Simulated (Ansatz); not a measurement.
# MnO: what the fields show

```
Mn O
1.0
     3.43352    0.00000    0.00000
    -1.71676    2.97351    0.00000
     0.00000    0.00000    5.41473
Mn O
2 2
Direct
  0.33333 0.66667 0.99994
  0.66667 0.33333 0.49994
  0.33333 0.66667 0.38649
  0.66667 0.33333 0.88649
```

Space group P6₃mc; the SCF solution may not be the lowest one; the program warned that another magnetic order may lie lower; spin-polarised.

All numbers below come from DFT PBE, scalar-relativistic, plane waves, PAW in Ansatz.

The density is the valence pseudo-density of a PAW calculation; it isn't the true density close to the nuclei.

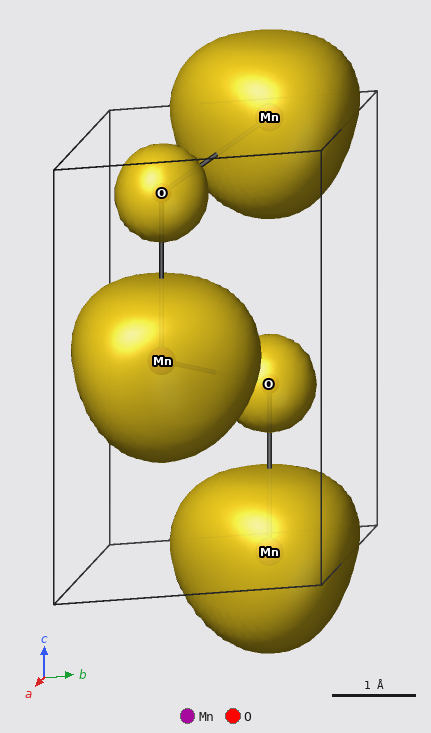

Figure 1. Isosurface of the spin density (up minus down) at +0.08 e/Å³ (yellow), seen slightly off an axis. Sticks mark near contacts.

Q: Where is the spin, and how is it ordered?

A: The spin density sits on Mn: +4.0 μB (×2) in one cell of 4 atoms, with smaller moments on O (up to +0.22 μB): parallel main moments (a ferromagnetic arrangement) in this solution. The cell of the calculation (4 atoms) carries 10.0 μB of net spin moment.

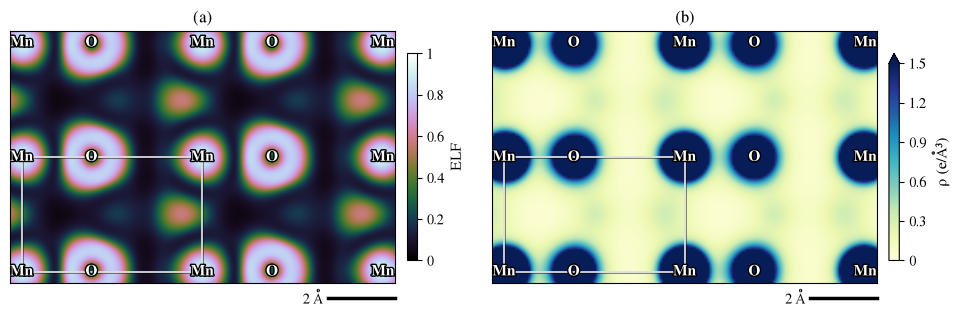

Figure 2. (a) electron localisation function; (b) valence electron density on the (11̄0) plane of the conventional cell.

Q: What does the map show?

A: Atoms in the plane: Mn and O. Mn–O (2.09 Å): the density is about 0.49 e/Å³ at the midpoint; the ELF peaks at about 0.85 in the valence shell of O, 0.6 Å from its nucleus, and is about 0.15 at the midpoint: no localised pair shows between them. Between the atoms the lowest density in this plane is 0.04 e/Å³. The features right at Mn lie inside the PAW spheres, where the map follows smoothed inner orbitals and isn't to be read closely.

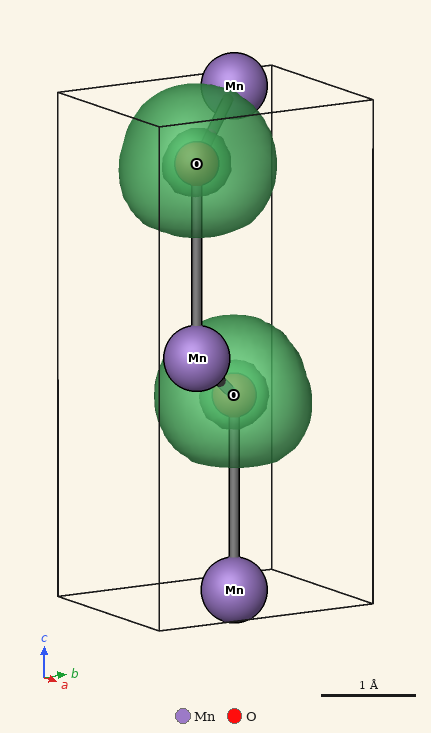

Figure 3. Isosurface of the ELF at 0.7 (green), seen slightly off an axis. Core shells and regions of very low density are left out. Sticks mark near contacts.

Q: What do the ELF domains correspond to?

A: The surface consists of two regions wrapped around O (the valence shell of each), counted in one cell of 4 atoms. Any copies at cell faces, edges or corners count once. Along the contacts the grid gives the following. Mn–O (2.08 Å): the ELF peaks at about 0.85 in the valence shell of O, 0.6 Å from its nucleus, and is about 0.15 at the midpoint: no shared electron pair shows on this line.
